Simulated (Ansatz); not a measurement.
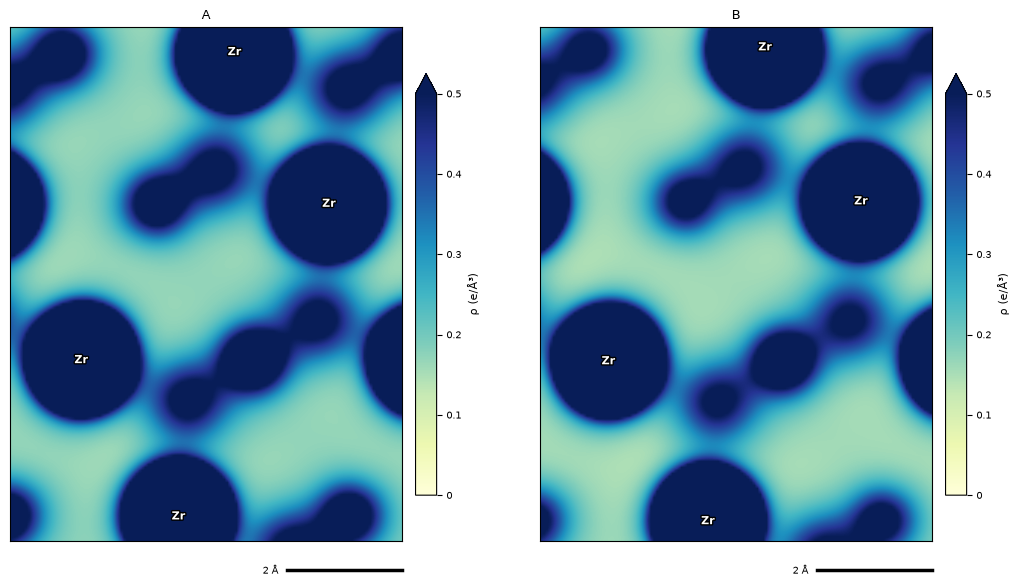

Zr3N2. The valence charge density (pseudo) of two cells that differ in size, on the (11̄0) plane of each (indices in the axes of the calculation cell), at one length scale and on one colour scale; one has 13.3 and the other 14.1 Å³ an atom.

Space group R-3c; a structure from a database of computed crystals, not necessarily the ambient phase.

Computed with DFT PBEsol, scalar-relativistic, plane waves, PAW in Ansatz 0.2.0.

Core electrons are frozen (PAW), and the valence fields are smoothed inside the atomic spheres.

> Which is the denser cell? Describe the effect of the change.

Panel A is the smaller cell, by 6 % in volume. From the larger cell to the smaller, Zr–Zr goes from 3.15 to 3.11 Å, and the density at its midpoint from 0.18 to 0.19 e/Å³; the pressure goes from 0.0 to 14 GPa.
